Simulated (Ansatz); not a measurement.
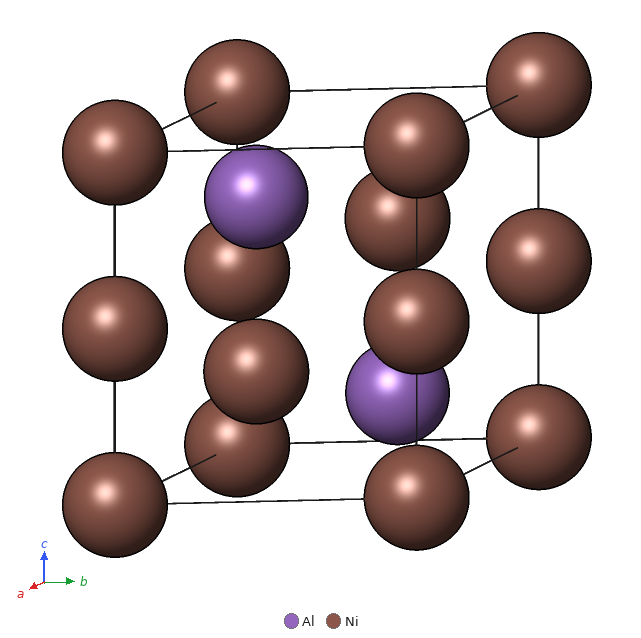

The crystal in a spheres-only representation, seen slightly off an axis. The parallelepiped is the conventional unit cell.

AlNi2, space group P-3m1 (No. 164), a = 4.13 Å, b = 4.13 Å, c = 4.91 Å, α = 90.00°, β = 90.00°, γ = 120.00°.

Method: Ansatz 0.2.0, DFT r2SCAN, scalar-relativistic, plane waves, PAW; a cutoff energy of 500 eV, k-points on a 12×12×10 grid, Gaussian smearing of 0.15 eV, no spin polarisation (a spin-restricted run, not always the ground state).

Question: Is it conducting or gapped at this level?

Answer: A metal: bands cross the Fermi level.

Question: State the hydrostatic pressure.

Answer: The computed pressure is -11.8 GPa (stretched: it would shrink). The stress isn't hydrostatic: its largest component is 15.1 GPa.

The initial geometry was a structure listed in the Materials Project. The cell was then strained or its atoms displaced on purpose. A calculation with Ansatz used it as input.

At this level of theory the run's own cell isn't at rest (stretched, at -12 GPa), so its distances can differ from those at equilibrium, the more so the softer the solid.
